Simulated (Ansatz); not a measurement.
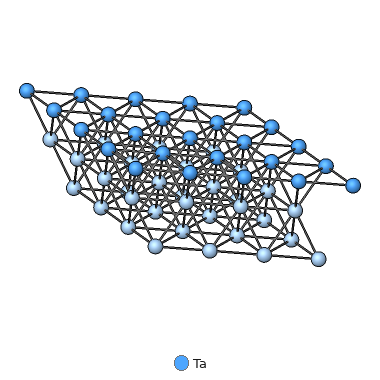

The system is Si on a Ta(111) slab cut from the Fm-3m phase, its upper half relaxed before the scan (12 atoms of substrate and one adsorbate in a 2 × 2 cell); the picture shows it without the atoms that are moved over the map. 
- Si is moved over the surface cell; relaxed at each place: the height of the adsorbate's atoms; substrate rigid; the origin of the map has the adsorbate above Ta9.
- Places are given modulo a cell vector. The map is drawn in real space over the plane of the surface.
- The scan uses a 6 × 6 grid; 10 points were computed and 26 follow by symmetry.
- Places are given in fractions of the 1 × 1 surface cell.
- Energies are in eV, from the lowest grid point.
- These are results of Ansatz 0.2.0, DFT PBE, scalar-relativistic, plane waves, PAW, not measurements. Settings: cutoff 420 eV, k-mesh 6×6×1, gaussian smearing 0.1 eV, no spin polarisation.

Range: position of Si13 along the first surface vector from 0.000 to 0.833; position of Si13 along the second surface vector from 0.000 to 0.833.

What will the energy surface look like?

The lowest grid point is at a threefold hollow over a third-layer Ta atom, (4/6, 2/6) of the cell vectors. There is a further well near a threefold hollow over a second-layer Ta atom, (2/6, 4/6) of the cell vectors (0.06 eV above the lowest at that grid point). The highest grid point, the top site over a surface Ta atom, (0/6, 0/6) of the cell vectors, lies 1.20 eV above the lowest. On the interpolated surface the easiest way out of the lowest well to the well at a threefold hollow over a second-layer Ta atom, (2/6, 4/6) of the cell vectors passes a barrier of about 0.26 eV. At the lowest point the adsorbate has 3 Ta at 2.56 Å as nearest neighbours, at the highest 1 Ta at 2.40 Å. Its relaxed height above the top atom is 1.89 Å at the lowest and 2.40 Å at the highest point.

| second ↓, first → | 0/6 | 1/6 | 2/6 | 3/6 | 4/6 | 5/6 |
| --- | --- | --- | --- | --- | --- | --- |
| 5/6 | 1.08 | 0.82 | 0.31 | 0.31 | 0.82 | 1.08 |
| 4/6 | 0.68 | 0.31 | 0.06 | 0.31 | 0.68 | 0.82 |
| 3/6 | 0.26 | 0.31 | 0.31 | 0.26 | 0.29 | 0.29 |
| 2/6 | 0.68 | 0.82 | 0.68 | 0.29 | 0.00 | 0.29 |
| 1/6 | 1.08 | 1.08 | 0.82 | 0.29 | 0.29 | 0.82 |
| 0/6 | 1.20 | 1.08 | 0.68 | 0.26 | 0.68 | 1.08 |

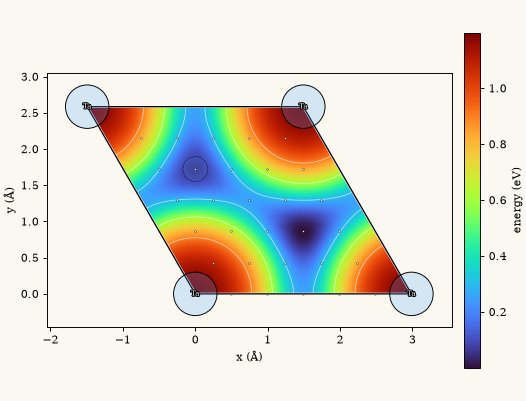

The picture shows a smooth colour map with a few white contour lines, dots at the grid points, labelled circles for the atoms of the top layer and small ones for the second layer, the outline of one cell of the plane. Between grid points the surface is interpolated.

The whole map (10 points run) took 9 min on 4 threads of AMD EPYC 7R43 64-Core Processor (Zen 3) (shared host).

PAW datasets: the set soft_1.
